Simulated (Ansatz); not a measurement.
**GaP (F-43m): refractive index against wavelength**

The refractive index of GaP (F-43m) below the direct gap (1.83 eV on the mesh) is read from one computed spectrum, n = √(Re ε).

The structure is cubic, space group F-43m (No. 216). Conventional cell: a = 5.451 Å, b = 5.451 Å, c = 5.451 Å, α = 90.00°, β = 90.00°, γ = 90.00°. Ga on site a has 4 P at 2.36 Å as nearest neighbours. P on site c is surrounded by 4 Ga at 2.36 Å.

Method: Ansatz 0.2.0, PBE, independent particles, k-mesh 8×8×8 with interpolation inside its cells, Gaussian parameter 0.15 eV.

Launch of the response step: `ansatz run input.yaml --threads 4 --pin off --max-ram 8192MiB --backend cpu --events-out ev --progress --plain --runs-dir out`. The run took 4 s, on 4 threads of AMD EPYC 7R13 Processor (Zen 3), with other jobs on the host.

| wavelength (nm) | photon energy E (eV) | n |
| --- | --- | --- |
| 3000 | 0.413 | 3.3168 |
| 2000 | 0.620 | 3.3368 |
| 1550 | 0.800 | 3.3617 |
| 1310 | 0.946 | ? |
| 1064 | 1.165 | 3.4377 |

In the single-oscillator model n² − 1 = E₀E_d/(E₀² − E²), so 1/(n² − 1) = E₀/E_d − E²/(E₀E_d) is linear in E².

Working, on the rows shown:

| x = E² (eV²) | y = 1/(n² − 1) |
| --- | --- |
| 0.170801 | 0.0999884 |
| 0.384302 | 0.0986754 |
| 0.639837 | 0.0970777 |
| 1.35784 | 0.0924404 |

Means: x̄ = 0.6382, ȳ = 0.097045. Σ(x − x̄)(y − ȳ) = -0.005103, Σ(x − x̄)² = 0.8008. Slope = -0.005103 / 0.8008 = -0.006373; intercept = ȳ − slope · x̄ = 0.10111. Turned back into n, the line misses the rows shown by at most 0.00067.

Task: What does the fit predict for the withheld row, and how well does it do?

Result: At x = 0.89576 the line gives y = 0.095404, that is 3.3885. The run gave 3.3877, so the interpolation is off by 0.00077, 0.6 % of the range in the table.

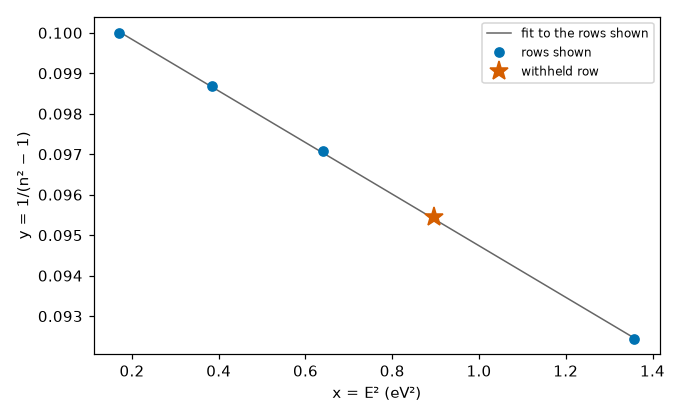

Refitted with all rows, the slope is -0.006361 and the intercept 0.10111. These give E₀ = √(intercept/−slope) = 3.99 eV and E_d = E₀/intercept = 39.4 eV; E₀ is 2.2 times the direct gap. The electronic limit at long wavelengths, without lattice vibrations, is n = √(1 + 1/intercept) = 3.300. Excitons are left out and so are local fields; PBE gaps are as a rule too small. Spin-orbit coupling is left out.
